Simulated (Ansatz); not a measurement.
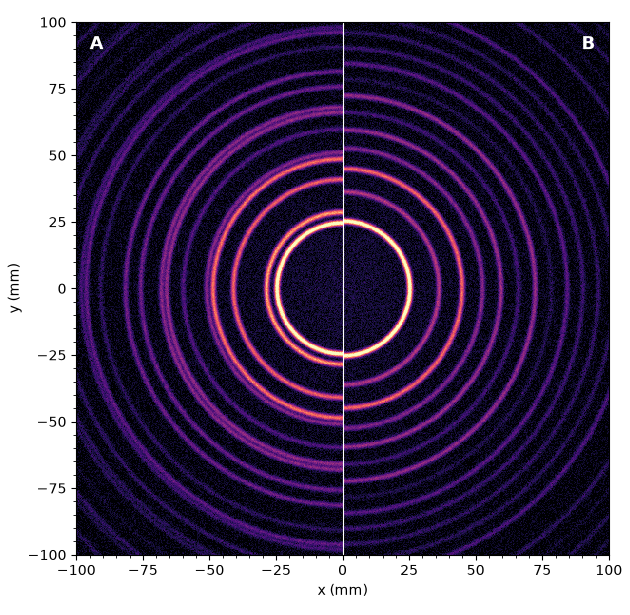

Simulated X-ray powder rings on a flat area detector normal to the beam: λ = 0.5594 Å, sample-to-detector distance 140 mm, axes in mm from the beam centre, for a fine-grained powder without texture. Kinematic intensities with B = 1.0 Å² for all atoms, without absorption; brightness goes as intensity to the power 0.5, clipped at the top, with counting noise. Reflections closer than the ring width show as one ring. The left and right halves show two different samples, each scaled to its strongest ring.

Structure 1:
```cif
data_structure
_symmetry_space_group_name_H-M 'Fm-3m'
_symmetry_Int_Tables_number 225
_cell_length_a 5.5800
_cell_length_b 5.5800
_cell_length_c 5.5800
_cell_angle_alpha 90.000
_cell_angle_beta 90.000
_cell_angle_gamma 90.000
_cell_volume 173.74
loop_
_atom_site_label
_atom_site_type_symbol
_atom_site_symmetry_multiplicity
_atom_site_Wyckoff_symbol
_atom_site_fract_x
_atom_site_fract_y
_atom_site_fract_z
_atom_site_occupancy
Ca1 Ca 4 a 0.00000 0.00000 0.00000 1
```

Structure 2:
Space group Im-3m (No. 229). a = 4.429 Å, b = 4.429 Å, c = 4.429 Å, α = 90.00°, β = 90.00°, γ = 90.00°
```json
{"atom": "Ca", "site": "2a", "symmetry": "m-3m", "x": "0.0000", "y": "0.0000", "z": "0.0000"}
```

Origins: 1, the input geometry of an electronic-structure calculation (not necessarily at equilibrium); 2, the input geometry of an electronic-structure calculation (not necessarily at equilibrium); the starting structure was generated, so it need not be a known form of this composition.

### Which structure gives which half?

Half A is structure 1 (Ca): 111 at 24.6 mm (d = 3.22 Å), 200 at 28.5 mm (d = 2.79 Å), 220 at 40.9 mm (d = 1.973 Å), 311 at 48.6 mm (d = 1.682 Å).
Half B is structure 2 (Ca): 110 at 25.3 mm (d = 3.13 Å), 200 at 36.2 mm (d = 2.21 Å), 211 at 44.9 mm (d = 1.808 Å), 220 at 52.6 mm (d = 1.566 Å).
